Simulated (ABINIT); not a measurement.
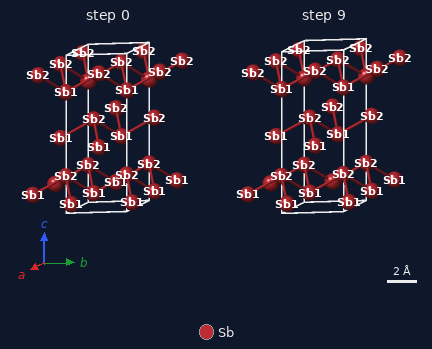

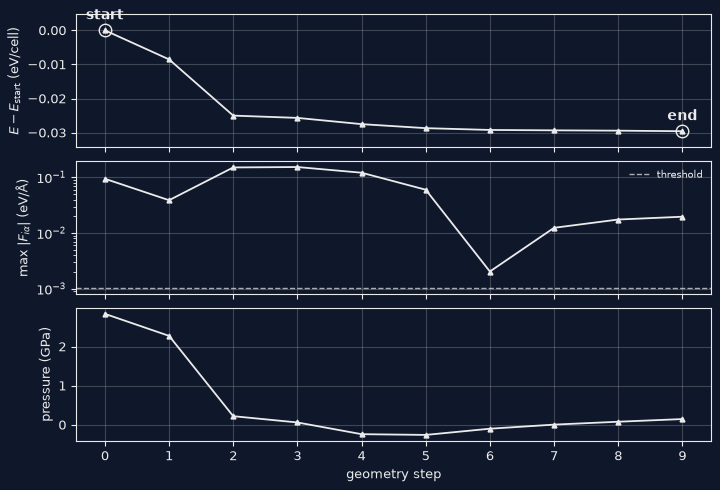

First and last geometry of a relaxation of solid Sb (set up in R-3m), with the history of the run. A ball-and-stick model of the conventional cell (3 times the calculation's cell), seen slightly off an axis. Lengths and directions refer to the drawn axes.

The run lets cell and atoms move.

Theory: Kohn-Sham DFT of a periodic cell, PBE, PseudoDojo NC SR PBE v0.5 standard (ABINIT 10.8.3).

Input
```
# Pseudopotentials
pp_dirpath "./"
pseudos "Sb.upf"

# Structure
acell 4.5066618304 4.5066618304 4.5066618304 Angstrom
rprim
     0.4780034715     0.2759754330     0.8338766345
    -0.4780034715     0.2759754330     0.8338766345
     0.0000000000    -0.5519508659     0.8338766345
ntypat 1
znucl 51
natom 2
typat 1 1
chkprim 0
chksymtnons 0
tolsym 1.0e-6
xred
   0.7665100000   0.7665100000   0.7665100000
   0.2334900000   0.2334900000   0.2334900000

# Plane-wave basis
ecut 1088.455450 eV
ecutsm 0.5

# k points
kptopt 1
ngkpt 6 6 6
nshiftk 1
shiftk 0.0 0.0 0.0

# Exchange and correlation
ixc 11

# Bands and occupations
nband 19
occopt 3
tsmear 0.05 eV

# SCF cycle
nstep 80
tolvrs 1.0e-12

# Output
iomode 3
prteig 0
prtebands 0
prtwf 0
prtden 0

# Relaxation
ionmov 2
optcell 2
ntime 50
tolmxf 2.0e-5
dilatmx 1.08
```

Run as
```bash
abinit run.abi > log 2>&1
```

Question: Read the history and describe the run.

Answer: The run was cut off at its time limit before the relaxation converged, so the last structure is only a point on the way. The energy falls by 29.6 meV per cell of the calculation in 9 geometry steps. The largest force component goes from 0.094 to 0.02 eV/Å. The pressure goes from 2.83 to 0.15 GPa. The largest moves relative to the cell, 0.021 Å, are those of Sb1 and Sb2. Sb2 goes along −c. The drawn cell changes as follows: a = b 4.308 → 4.384 Å (+1.8 %), c 11.274 → 11.536 Å (+2.3 %); the volume changes by +6.0 %. Some distances before and after: Sb1–Sb2 2.908 → 2.942 Å. The space group stays R-3m (No. 166). The run took 23 min on 1 thread of Arm Neoverse V2, on a shared host, peak memory 0.16 GiB.
